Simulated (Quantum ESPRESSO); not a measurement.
Run report: MnO, band-structure run (part 3 of 3)

MnO (Fm-3m, 2 atoms in the cell); Kohn-Sham DFT of a periodic cell, LDA, GBRV 1.5 LDA, spin-polarised (Quantum ESPRESSO 7.5); cutoff 612.26 eV, 10×10×10 k-mesh, fermi-dirac of 0.05 eV, collinear spins. The structure derives from a Materials Project entry.

Geometry of the input (Å; fractional positions):
```
0.0000  2.2239  2.2239
2.2239  0.0000  2.2239
2.2239  2.2239  0.0000
Mn 0.0000  0.0000  0.0000
O  0.5000  0.5000  0.5000
```

**What the program printed, continued**
```
          k =-0.3536-0.3536 0.3536 (   754 PWs)   bands (ev):

   -63.3417 -32.6561 -32.5802 -32.5802  -5.6772   5.3796   7.9350   7.9350
    14.5624  14.5898  14.5898  16.3474  16.3474  17.2333  21.8267  25.7796
    25.7796  32.7903  35.2683  35.8837

          k = 0.1414-0.0000 0.0000 (   753 PWs)   bands (ev):

   -63.3491 -32.5777 -32.5728 -32.5728  -6.5720   8.5946   9.2969   9.2969
    13.1632  13.6286  13.6286  13.8532  14.0696  14.9038  26.7872  29.5600
    29.5600  31.1202  31.9324  35.5917

          k = 0.2121 0.0707-0.0707 (   769 PWs)   bands (ev):

   -63.3474 -32.5939 -32.5762 -32.5747  -6.3936   7.7504   8.9147   9.0016
    13.1428  13.8811  13.9234  14.3803  14.4071  15.8906  25.7042  28.4227
    28.6823  30.3358  32.7686  35.4309

          k = 0.2828 0.1414-0.1414 (   764 PWs)   bands (ev):

   -63.3450 -32.6180 -32.5797 -32.5778  -6.1182   6.7847   8.3851   8.5724
    13.3635  14.2238  14.2595  14.9973  15.2043  16.9082  23.9329  26.9532
    27.5629  31.0661  33.3503  35.4751

          k = 0.3536 0.2121-0.2121 (   766 PWs)   bands (ev):

   -63.3427 -32.6404 -32.5820 -32.5817  -5.8426   5.9778   7.9938   8.1973
    13.7756  14.5332  14.5430  15.6559  15.8097  17.6825  22.4617  25.7932
    26.5430  32.0835  34.0497  36.0041

          k =-0.2828-0.4243 0.4243 (   757 PWs)   bands (ev):

   -63.3414 -32.6524 -32.5850 -32.5822  -5.6823   5.5552   7.8248   7.9812
    14.2531  14.6051  14.6294  15.9947  16.1682  17.9978  21.7859  25.1494
    26.0048  33.1412  34.3502  35.7749

          k =-0.2121-0.3536 0.3536 (   759 PWs)   bands (ev):

   -63.3417 -32.6497 -32.5863 -32.5802  -5.7148   5.6387   7.8933   7.9680
    14.3254  14.4702  14.5669  15.7498  16.3448  17.9022  21.9160  25.1604
    26.2137  33.6120  34.2769  34.3331

          k =-0.1414-0.2828 0.2828 (   763 PWs)   bands (ev):

   -63.3434 -32.6334 -32.5850 -32.5768  -5.9236   6.2076   8.1587   8.1839
    13.9193  14.1395  14.5297  15.1922  16.1026  17.3270  22.8671  25.7569
    27.2169  32.7940  32.9085  35.0181

          k =-0.0707-0.2121 0.2121 (   762 PWs)   bands (ev):

   -63.3458 -32.6100 -32.5813 -32.5734  -6.2117   7.1108   8.5140   8.6387
    13.6169  13.7763  14.2233  14.5200  15.5348  16.2966  24.4672  26.7498
    28.8648  31.6371  32.1799  34.7602

          k = 0.0000-0.1414 0.1414 (   763 PWs)   bands (ev):

   -63.3481 -32.5889 -32.5759 -32.5711  -6.4649   8.1118   8.9404   9.0941
    13.4558  13.5151  13.8045  14.0717  14.8402  15.1222  25.9621  28.2380
    30.7629  31.0123  31.3181  34.3316

          k = 0.2828-0.0000 0.0000 (   753 PWs)   bands (ev):

   -63.3463 -32.5975 -32.5805 -32.5805  -6.2922   7.3249   8.9579   8.9579
    12.7395  14.2161  14.2398  14.2398  14.2431  16.8232  26.0178  27.2503
    28.2795  28.2795  34.9047  37.3597

          k = 0.3536 0.0707-0.0707 (   756 PWs)   bands (ev):

   -63.3443 -32.6141 -32.5848 -32.5846  -6.0924   6.7831   8.5685   8.7036
    12.7093  14.4165  14.4967  14.6198  14.7210  17.7093  24.7608  25.6416
    27.6741  28.8633  36.0937  37.1161

          k = 0.4243 0.1414-0.1414 (   759 PWs)   bands (ev):

   -63.3422 -32.6323 -32.5902 -32.5874  -5.8635   6.3131   8.0028   8.3749
    13.0284  14.6803  14.7134  15.1184  15.2892  18.4847  22.9646  24.7284
    27.0045  30.0268  36.6033  36.9150

          k =-0.2121-0.4950 0.4950 (   757 PWs)   bands (ev):

   -63.3407 -32.6435 -32.5966 -32.5874  -5.6946   6.0044   7.6112   8.1078
    13.5592  14.7055  14.7354  15.5572  15.7194  19.1538  21.8212  24.0208
    26.5428  31.1561  35.8285  36.8836

          k =-0.1414-0.4243 0.4243 (   753 PWs)   bands (ev):

   -63.3406 -32.6440 -32.6011 -32.5846  -5.6593   5.9382   7.5255   7.9814
    14.1248  14.4709  14.5748  15.3817  16.1947  19.3538  21.6042  23.6640
    26.5312  32.3501  34.0727  36.0544

          k =-0.0707-0.3536 0.3536 (   763 PWs)   bands (ev):

   -63.3417 -32.6350 -32.6005 -32.5803  -5.7743   6.1422   7.7478   8.0228
    14.1313  14.2808  14.5127  14.9595  16.3412  18.6237  22.5015  23.8041
    27.0801  32.5126  33.7945  35.1574

          k = 0.0000-0.2828 0.2828 (   766 PWs)   bands (ev):

   -63.3437 -32.6220 -32.5930 -32.5760  -5.9879   6.5618   8.1948   8.2179
    13.8698  13.9763  14.4341  14.6391  16.0888  17.4676  23.7925  24.6489
    28.0646  31.5239  33.9096  34.9580

          k = 0.4243 0.0000-0.0000 (   753 PWs)   bands (ev):

   -63.3428 -32.6210 -32.5901 -32.5901  -5.9870   6.5671   8.6814   8.6814
    12.2557  14.4018  14.6534  14.7486  14.7486  18.3866  24.0508  25.5392
    27.6026  27.6026  38.0193  38.8067

          k = 0.4950 0.0707-0.0707 (   764 PWs)   bands (ev):

   -63.3411 -32.6324 -32.5960 -32.5936  -5.8405   6.4024   8.3150   8.5096
    12.3083  14.6513  14.8764  14.8986  14.9434  18.9555  22.8182  24.7361
    27.3595  28.2812  37.9008  38.4269

          k =-0.1414-0.5657 0.5657 (   758 PWs)   bands (ev):

   -63.3399 -32.6379 -32.6055 -32.5938  -5.7073   6.3986   7.6612   8.2774
    12.7762  14.8469  14.8692  15.1860  15.1949  19.6751  21.9923  23.5835
    27.0919  29.3639  36.5053  38.2527

          k =-0.0707-0.4950 0.4950 (   749 PWs)   bands (ev):

   -63.3395 -32.6345 -32.6163 -32.5907  -5.6394   6.4999   7.1319   8.0851
    13.4393  14.6772  14.7388  15.1341  15.7628  20.6841  21.4764  22.4898
    26.9461  30.5065  34.6447  38.0946

          k =-0.0000-0.4243 0.4243 (   756 PWs)   bands (ev):

   -63.3402 -32.6313 -32.6165 -32.5855  -5.6650   6.3209   7.2597   7.9938
    14.0906  14.4363  14.5095  14.9589  16.2056  20.1329  22.0900  22.3146
    26.9638  32.0020  33.1784  36.9693

          k = 0.5657-0.0000 0.0000 (   753 PWs)   bands (ev):

   -63.3400 -32.6394 -32.5979 -32.5979  -5.7838   6.3743   8.5323   8.5323
    11.8919  14.5558  14.8547  14.9860  14.9860  19.1865  22.0496  25.2996
    27.4857  27.4857  38.3268  38.9679

          k =-0.0707-0.6364 0.6364 (   761 PWs)   bands (ev):

   -63.3392 -32.6426 -32.6035 -32.5989  -5.7158   6.4313   8.1717   8.4278
    12.0760  14.7693  14.9200  14.9957  14.9972  19.5467  21.5998  24.5568
    27.4278  28.0946  37.9996  38.3832

          k = 0.0000-0.5657 0.5657 (   746 PWs)   bands (ev):

   -63.3390 -32.6376 -32.6136 -32.5961  -5.6611   6.6193   7.4413   8.2527
    12.6848  14.8788  14.9002  15.0099  15.2256  20.2296  21.5943  23.1802
    27.2525  29.1215  36.0590  38.9602

          k =-0.7071 0.0000 0.0000 (   740 PWs)   bands (ev):

   -63.3389 -32.6461 -32.6008 -32.6008  -5.7186   6.3972   8.4891   8.4891
    11.7587  14.6155  14.8473  15.0379  15.0379  19.4124  21.3975  25.2282
    27.5285  27.5285  38.1671  39.6712

          k = 0.2828 0.1414 0.0000 (   766 PWs)   bands (ev):

   -63.3456 -32.6074 -32.5840 -32.5765  -6.2019   7.0962   8.6074   8.6970
    13.1272  14.1519  14.2783  14.3375  15.0661  16.8820  24.9763  26.1786
    28.6919  29.7739  34.0582  35.7895

          k = 0.3536 0.2121-0.0707 (   759 PWs)   bands (ev):

   -63.3433 -32.6259 -32.5907 -32.5795  -5.9535   6.4570   8.1501   8.3104
    13.3751  14.3832  14.5701  14.7730  15.7261  17.8405  23.4763  24.9469
    27.5114  30.7901  34.9657  35.6526

          k =-0.2828-0.4243 0.5657 (   759 PWs)   bands (ev):

   -63.3414 -32.6416 -32.5942 -32.5832  -5.7420   5.9796   7.7707   8.0539
    13.7879  14.5825  14.6340  15.3006  16.0892  18.6487  22.1191  24.3755
    26.5635  31.9919  34.7093  35.7056

          k =-0.2121-0.3536 0.4950 (   754 PWs)   bands (ev):

   -63.3407 -32.6476 -32.5952 -32.5849  -5.6583   5.7996   7.6357   7.9620
    14.1995  14.3327  14.7318  15.5988  16.1263  19.0063  21.6040  24.1754
    26.2048  32.7877  33.9323  36.3440

          k = 0.4243 0.1414-0.0000 (   758 PWs)   bands (ev):

   -63.3424 -32.6255 -32.5940 -32.5868  -5.9215   6.4828   8.3597   8.3731
    12.7210  14.5262  14.7088  14.7711  15.1868  18.4765  23.7841  24.4176
    27.4074  29.0948  36.8491  37.6497

          k =-0.2121-0.4950 0.6364 (   755 PWs)   bands (ev):

   -63.3407 -32.6350 -32.6017 -32.5902  -5.7521   6.3223   7.8058   8.1462
    13.0845  14.6621  14.8342  14.9509  15.6110  19.2922  22.4856  23.7054
    26.7621  30.1821  35.5620  38.3017

          k =-0.1414-0.4243 0.5657 (   751 PWs)   bands (ev):

   -63.3399 -32.6384 -32.6082 -32.5910  -5.6510   6.2901   7.3890   7.9879
    13.6241  14.4283  14.8726  15.2135  15.7990  20.1920  21.5717  23.1832
    26.3512  31.3060  34.1555  38.5931

          k =-0.0707-0.3536 0.4950 (   755 PWs)   bands (ev):

   -63.3401 -32.6357 -32.6108 -32.5881  -5.6610   6.2734   7.3852   7.9437
    14.0236  14.1969  14.7760  15.0635  16.0521  20.0898  21.7722  22.9625
    26.4787  32.3286  32.9683  37.7121

          k = 0.0000-0.2828 0.4243 (   760 PWs)   bands (ev):

   -63.3414 -32.6314 -32.6040 -32.5834  -5.7781   6.2883   7.7634   8.0320
    13.6543  14.5064  14.6048  14.8307  16.0944  18.9490  23.1094  23.1157
    27.0226  31.3967  34.2627  36.5931

          k =-0.1414-0.5657 0.7071 (   754 PWs)   bands (ev):

   -63.3399 -32.6377 -32.6021 -32.5970  -5.7414   6.4172   8.1624   8.2094
    12.4173  14.7002  14.8957  14.9767  15.1691  19.4759  22.0833  24.2166
    26.9445  28.8912  36.8608  38.8617

          k =-0.0707-0.4950 0.6364 (   752 PWs)   bands (ev):

   -63.3392 -32.6361 -32.6116 -32.5977  -5.6615   6.5971   7.5237   8.0493
    12.9159  14.6576  14.9181  14.9921  15.3996  20.2938  21.7703  23.2139
    26.4334  29.9661  35.3014  39.1245

          k = 0.0000-0.4243 0.5657 (   750 PWs)   bands (ev):

   -63.3393 -32.6266 -32.6241 -32.5939  -5.6306   6.8137   6.9526   7.9536
    13.5673  14.3686  14.9184  14.9793  15.7248  21.2334  21.7404  21.9926
    26.3257  31.1434  33.7533  39.1623

          k =-0.7071 0.1414 0.0000 (   754 PWs)   bands (ev):

   -63.3389 -32.6418 -32.6052 -32.6013  -5.6856   6.5097   8.1003   8.1326
    12.3071  14.7659  14.8784  15.0384  15.0859  19.8523  21.5019  24.1806
    26.8196  28.8834  36.9079  38.6314

          k =-0.1414-0.4243 0.7071 (   750 PWs)   bands (ev):

   -63.3396 -32.6325 -32.6130 -32.5950  -5.6618   6.5294   7.5010   7.8405
    13.4531  14.3827  14.8912  14.9514  15.7188  20.3696  22.0904  22.8770
    26.0011  31.2158  33.8728  39.7110

          k =-0.0707-0.3536 0.6364 (   746 PWs)   bands (ev):

   -63.3392 -32.6288 -32.6193 -32.5977  -5.6273   6.7746   7.1822   7.7534
    13.9147  13.9551  14.9322  14.9933  15.6707  21.2849  21.6333  22.5498
    25.5450  32.2831  32.6760  39.9234

          k =-0.7071 0.2828 0.0000 (   752 PWs)   bands (ev):

   -63.3389 -32.6305 -32.6165 -32.6019  -5.6313   6.8516   7.4153   7.6336
    13.3793  14.3304  14.8160  15.0392  15.5175  20.9569  21.9292  22.8396
    25.3701  31.1926  33.8602  39.6776

     the Fermi energy is    12.8742 ev

!    total energy              =    -243.47408251 Ry
     estimated scf accuracy    <          2.0E-10 Ry
     smearing contrib. (-TS)   =      -0.00079821 Ry
     internal energy E=F+TS    =    -243.47328430 Ry

     The total energy is F=E-TS. E is the sum of the following terms:
     one-electron contribution =    -109.75766536 Ry
     hartree contribution      =      65.54521504 Ry
     xc contribution           =     -33.55285392 Ry
     ewald contribution        =    -165.70798005 Ry

     total magnetization       =     4.60 Bohr mag/cell
     absolute magnetization    =     4.60 Bohr mag/cell

     convergence has been achieved in  12 iterations

     negative rho (up, down):  0.000E+00 1.986E-04

     Forces acting on atoms (cartesian axes, Ry/au):

     atom    1 type  1   force =    -0.00000000    0.00000000   -0.00000000
     atom    2 type  2   force =     0.00000000   -0.00000000    0.00000000

     Total force =     0.000000     Total SCF correction =     0.000000

     Computing stress (Cartesian axis) and pressure

     negative rho (up, down):  0.000E+00 1.986E-04
          total   stress  (Ry/bohr**3)                   (kbar)     P=     -166.36
  -0.00113091  -0.00000000  -0.00000000         -166.36       -0.00       -0.00
  -0.00000000  -0.00113091  -0.00000000           -0.00     -166.36       -0.00
  -0.00000000  -0.00000000  -0.00113091           -0.00       -0.00     -166.36

=------------------------------------------------------------------------------=
   JOB DONE.
=------------------------------------------------------------------------------=
```

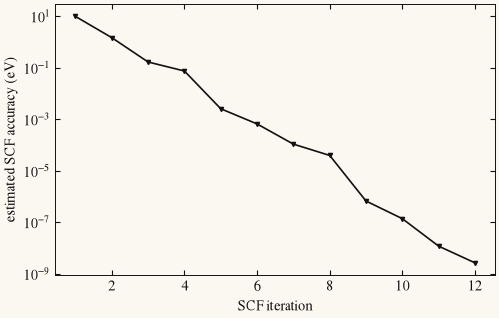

*Convergence of the self-consistent field: estimated SCF accuracy against the iteration.*

The field takes 12 iterations in all.

**Summary**

| quantity | value |
| --- | --- |
| outcome | converged |
| space group (tolerance 0.01 Å) | Fm-3m (225) |
| electrons treated | 21 |
| free energy | −3312.6337 eV |
| Fermi energy | 12.874 eV |
| gap on the k-point mesh | none (metallic) |
| net moment of the cell | 4.60 μB |
| integrated absolute moment | 4.60 μB |
| pressure | −16.64 GPa |
| largest force (length of the vector) | under 0.001 eV/Å |
| hardware | 2 threads of Arm Neoverse V2, 24 GiB of memory available, shared host |
| wall time | 19 s (CPU time 38 s) |
| peak memory | 0.18 GiB |

**Notes**

Notes on the run: negative rho. The cell is under a tension of 16.6 GPa at this level, so it is not at its equilibrium volume.
